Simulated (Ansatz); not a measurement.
The Ansatz input:

```
crystal:
  lattice:
    - [4.2047455503, 0.0, 0.0]
    - [-2.1023727751, 3.641416463, 0.0]
    - [0.0, 0.0, 23.5829009136]
  atoms:
    - { symbol: Al, position: [0.0, 0.0, 0.32804203] }
    - { symbol: Pt, position: [0.6666666667, 0.3333333333, 0.3559326158] }
    - { symbol: Al, position: [0.3333333333, 0.6666666667, 0.3909141119] }
    - { symbol: Al, position: [0.6666666667, 0.3333333333, 0.4634361066] }
    - { symbol: Pt, position: [0.3333333333, 0.6666666667, 0.5000000015] }
    - { symbol: Al, position: [0.0, 0.0, 0.5365639001] }
    - { symbol: Al, position: [0.3333333333, 0.6666666667, 0.6090858866] }
    - { symbol: Pt, position: [0.0, 0.0, 0.644067382] }
    - { symbol: Al, position: [0.6666666667, 0.3333333333, 0.6719579656] }
basis:
  ecutwfc: 420
kpoints:
  mp_grid: { grid: [9, 9, 1] }
  band_path:
    path:
      - [0.5, 0, 0]
      - [0, 0, 0]
      - [0.3333333333333, 0.3333333333333, 0]
      - [0.5, 0, 0]
    npoints: 12
hamiltonian:
  xc: pbe
scf:
  occupations: { method: gaussian, width: 0.1 }
  n_extra_bands: 24
output:
  forces: true
  stress: true
  eigenvalues: true
  populations: true
  fatbands: true
  write_density: true
  write_potential: true
  elf: true
  volumetric_format: npy
efield:
  axis: 3
  dipole_correction: true
  ramp_width: 0.04
```

Run as:
```bash
ansatz run input.yaml --threads 2 --pin off --max-ram 4096MiB --backend cpu --events-out ev --progress --plain --runs-dir out
```

What does the potential across the slab give for the work function?

The work function is 4.19 eV, the same on both faces. The two vacuum levels agree, so the slab has no net dipole along its normal. The outermost atoms are 8.1 Å apart, which leaves 15.5 Å of vacuum in a cell 23.6 Å high.

Spin-orbit coupling is left out, which matters for Pt.

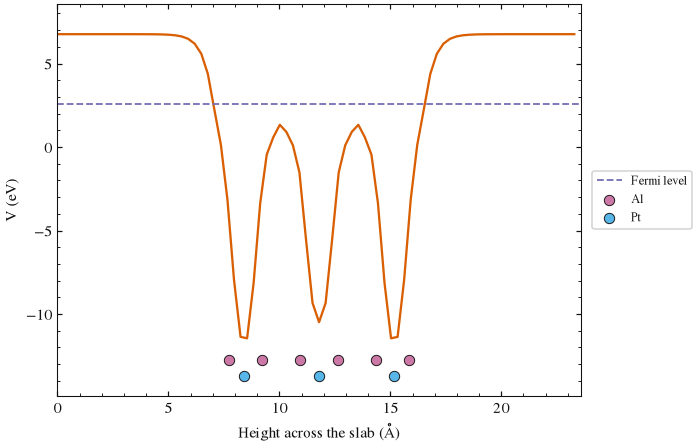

Plane-averaged electrostatic potential energy of an electron across the slab; circles at the bottom mark the heights of the atoms.
